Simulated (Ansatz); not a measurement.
The calculation's input:

```
crystal:
  lattice:
    - [0.0, 2.8228480901, 2.8228480901]
    - [2.8228480901, 0.0, 2.8228480901]
    - [2.8228480901, 2.8228480901, 0.0]
  atoms:
    - { symbol: Rh, position: [0.125, 0.125, 0.125] }
    - { symbol: Rh, position: [0.875, 0.875, 0.875] }
hamiltonian:
  xc: pbesol
  pseudopotentials:
    kind: paw
    azcp:
      Rh: "pseudopotentials/Rh.paw.azcp"
basis:
  ecutwfc: 420
  fft_grid_basis: typed
kpoints:
  mp_grid: { grid: [11, 11, 11], shift: [0, 0, 0] }
magnetization:
  spin_polarized: false
scf:
  occupations: { method: fermi_dirac, width: 0.1 }
  lower_state_search: "off"
output:
  stress: true
  write_density: true
  write_potential: true
  elf: true
  volumetric_format: npy
```

Below, planes, directions and counts refer to the conventional cell (a = 5.65 Å, b = 5.65 Å, c = 5.65 Å, α = 90.00°, β = 90.00°, γ = 90.00°).

Space group Fd-3m; set up as Rh, diamond; a generated structure, not necessarily the stable one; changed on purpose from its base cell (volume × 1.12); computed pressure about −13 GPa in this cell; computed without spin polarisation.

The calculation used DFT, PBEsol, plane waves (420 eV) with PAW, scalar-relativistic in Ansatz 0.2.0.

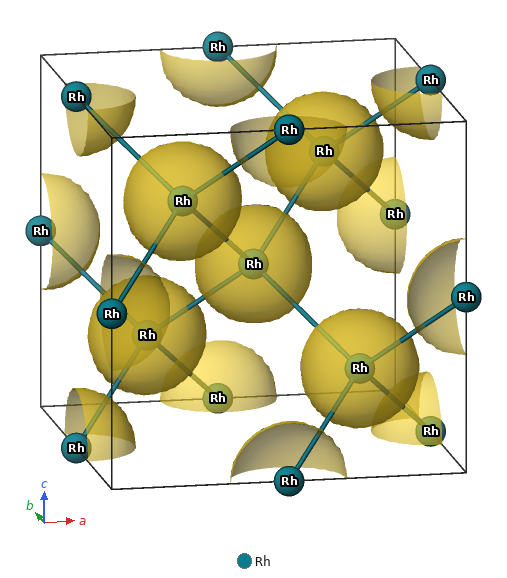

Rh. Isosurface of the valence charge density (pseudo) at 1 e/Å³ (yellow), seen slightly off an axis. Sticks mark near contacts.

Core electrons are frozen (PAW), and the valence fields are smoothed inside the atomic spheres.

**How is the density connected at this value?**

At this value the density breaks into separate islands; it holds about 75 % of the electrons treated as valence (semicore included). It bridges none of the near contacts. It is pinched off along the shortest Rh–Rh (2.44 Å) contacts. On the grid the lowest density along these lines, outside the cores, is 0.6 e/Å³ (Rh–Rh, 2.44 Å).
